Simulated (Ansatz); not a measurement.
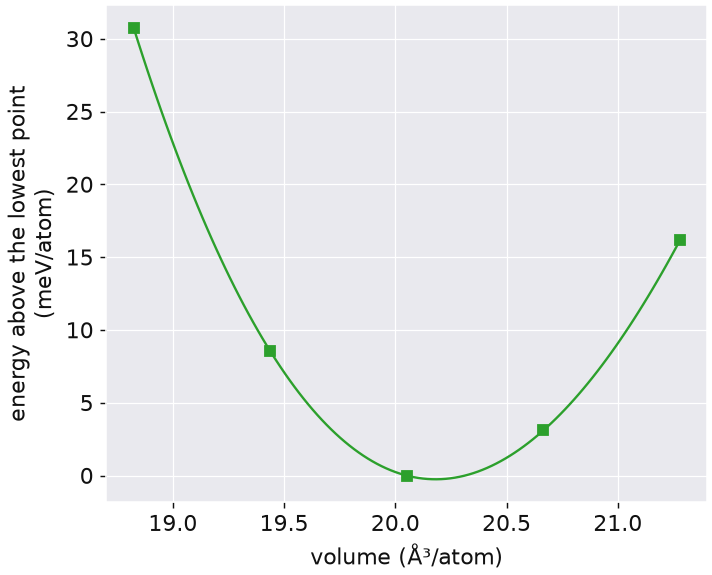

The picture above shows the energy above the lowest point against volume for Si, space group Fd-3m (No. 227) (one of a set of cubic test structures, which need not be the stable phase).

Computed with Ansatz 0.2.0 development build: equation of state of a cubic crystal from periodic Kohn-Sham density functional theory without spin, third-order Birch-Murnaghan fit to the free energies; pressure corrected for the finite basis. Level: r2SCAN.

| setting | value |
| --- | --- |
| structure type | diamond |
| atoms in cell | 2 |
| space group number | 227 |
| lattice centring | face-centred primitive |
| k mesh | 11×11×11 |
| occupation method | Fermi–Dirac |
| occupation width | 0.1 eV |
| wave cutoff | 700 eV |
| datasets | hard PAW |
| density tolerance | 1e−09 eV |
| bands | 16 |
| density cutoff ratio | 4 |
| search for lower states | default |
| xc grid level | 2 |

From this curve and the settings, what does the calculation give for the pressure at the same points?

The pressure falls from 7.8 GPa at volume 18.82 Å³/atom to −4.6 GPa at 21.28 Å³/atom, and changes sign near 20.19 Å³/atom.

```csv
volume (Å³/atom),pressure (GPa)
18.82,7.8
19.44,3.9
20.05,0.6
20.67,-2.2
21.28,-4.6
```

Keep in mind: pseudopotentials made with PBE, not this functional.
